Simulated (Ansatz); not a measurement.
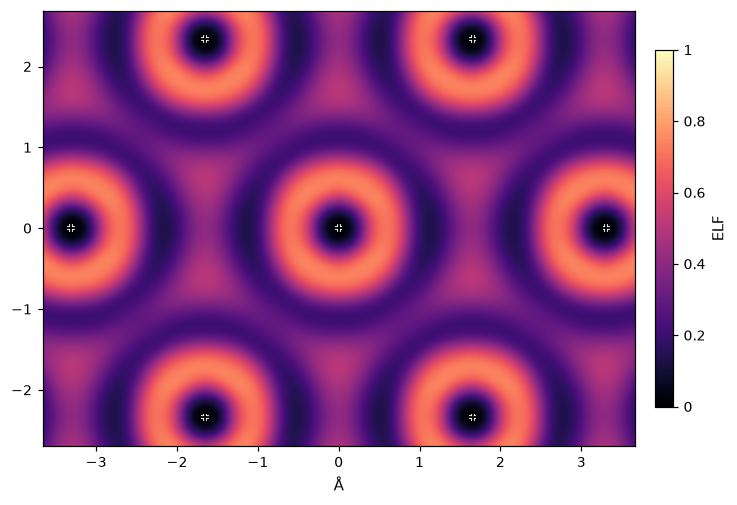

The electron localisation function on a plane through atoms (crosses mark nuclei in the plane).

Method: Ansatz 0.2.0, Kohn-Sham DFT of a periodic cell, RPBE with D4, Ansatz PAW.

Candidates:
A. Ta, a = 3.31 Å, b = 3.31 Å, c = 3.31 Å, α = 90.00°, β = 90.00°, γ = 90.00°. Space group Im-3m.
B. Co, a = 2.47 Å, b = 2.47 Å, c = 3.99 Å, α = 90.00°, β = 90.00°, γ = 120.00°. Space group P6₃/mmc; a structure from a database of computed crystals, not necessarily the ambient phase; spin-polarised.

### Which candidate gave the map?

Candidate A: Ta on the (110) plane of the conventional cell, which holds Ta. Ta–Ta (2.87 Å): the ELF is about 0.30 at the midpoint; no shared electron pair shows on this line.
